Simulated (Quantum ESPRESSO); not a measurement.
# Dipole at the next field: 2H-WS2, 1 layer

How the rows were computed: Quantum ESPRESSO 7.5, PBE, PseudoDojo norm-conserving; sawtooth field along the normal with dipole correction, ions clamped, threshold 1e-9 Ry; cell area 8.797 Å².

| field (V/Å) | dipole (e Å a cell) |
| --- | --- |
| 0 | 0.00000 |
| 0.1 | 0.02473 |
| 0.2 | 0.04947 |

To predict: What is the dipole at 0.4 V/Å, and what electrostatic thickness 4πα/A follows from the rows?

**Fit.** The slope is (0.04947 − (0.00000))/0.2 = 0.2473 e Å²/V, so 4πα/A = 180.95 × 0.2473/8.797 = 5.09 Å. Linear response gives p = 0.00000 + 0.2473 × (0.4) = 0.09894 e Å; a parabola through the three rows gives 0.09898.

**The withheld run.** p = 0.09914 e Å. The line misses by 0.2 % of the induced dipole and the parabola by 0.2 %. The response is linear over this range.

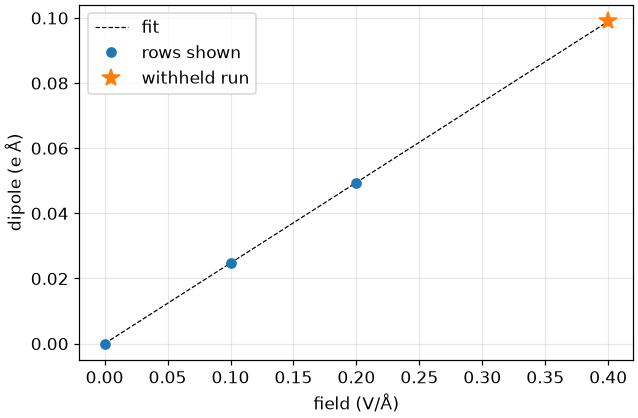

The rows shown, the fit and the withheld run.

Caveats: Electrons alone respond; local and semilocal functionals tend to overscreen.
